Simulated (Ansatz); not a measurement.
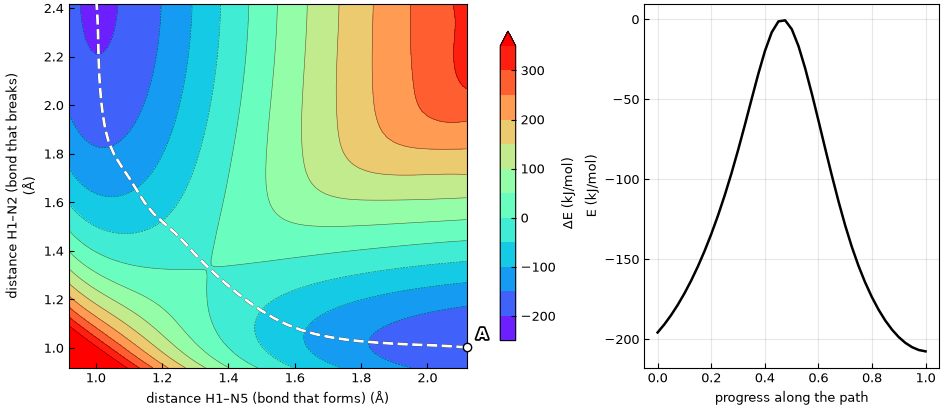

The reacting system CH4N2O (one molecule; an intramolecular 1,3-shift). 
- Coordinates scanned: (1) distance H1–N5 (bond that forms); (2) distance H1–N2 (bond that breaks).
- Relaxed at each point: all other coordinates.
- The grid has 12 × 12 points.
- Points are written as (first, second).
- Energies are in kJ/mol, from a guessed transition structure relaxed with its forming and breaking bonds held.
- The reference is spin-restricted, so regions where a bond is pulled apart into radicals lie too high.
- Method: Ansatz 0.2.0, RKS BHLYP-D4/def2-SVP.

The picture shows filled contours, a line along the lowest path, one colour for all values above the top of the scale, the energy along the path at the right, the start A. Between grid points the surface is interpolated.

> Describe the path and its barrier.

The easiest path runs from the side where the first distance is long, (2.118 Å, 0.993 Å), to the side where the second distance is long, about (1.00 Å, 2.42 Å). Its highest point, at about (1.33 Å, 1.35 Å), lies about 195 kJ/mol above the start and 210 kJ/mol above the end on the interpolated surface. An end on the edge of the scan is no minimum, so the barrier from there is a lower bound.
